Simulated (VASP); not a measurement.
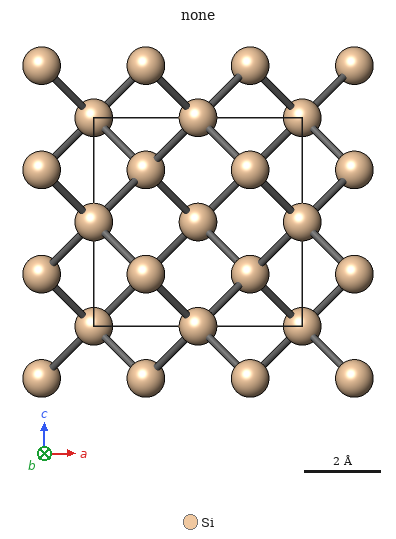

A crystal of Si (set up in Fd-3m), relaxed (cell and atoms) with several dispersion corrections. The picture shows the result with none. The picture is a ball-and-stick view of the conventional cell (4 times the calculation's cell), seen along the b axis. Lengths and directions refer to the drawn axes.

Computed with VASP 6.6.1: revPBE, VASP PAW PBE potentials, recommended. (plane-wave cutoff 600 eV; k-point mesh 8 × 8 × 8; occupations fermi-dirac; smearing width 0.05 eV; no spin polarisation)

```json
{"dispersion correction": "none", "volume (Å³/atom)": "20.683", "a (Å)": "5.490"}
{"dispersion correction": "D3", "volume (Å³/atom)": "20.386", "a (Å)": "5.464"}
{"dispersion correction": "dDsC", "volume (Å³/atom)": "19.603", "a (Å)": "5.393"}
{"dispersion correction": "D3(BJ)", "volume (Å³/atom)": "19.579", "a (Å)": "5.391"}
{"dispersion correction": "D2", "volume (Å³/atom)": "?", "a (Å)": "?"}
{"dispersion correction": "D4", "volume (Å³/atom)": "19.584", "a (Å)": "5.391"}
```

Estimate the missing row from the others, and compare with the calculation.

With D2 the volume falls between dDsC (19.603) and D3 (20.386). The calculation gives 19.635 Å³/atom (a = 5.396 Å). In order of volume: D3(BJ) ≈ D4 < dDsC < D2 < D3 < none; the spread is 5.6 %.
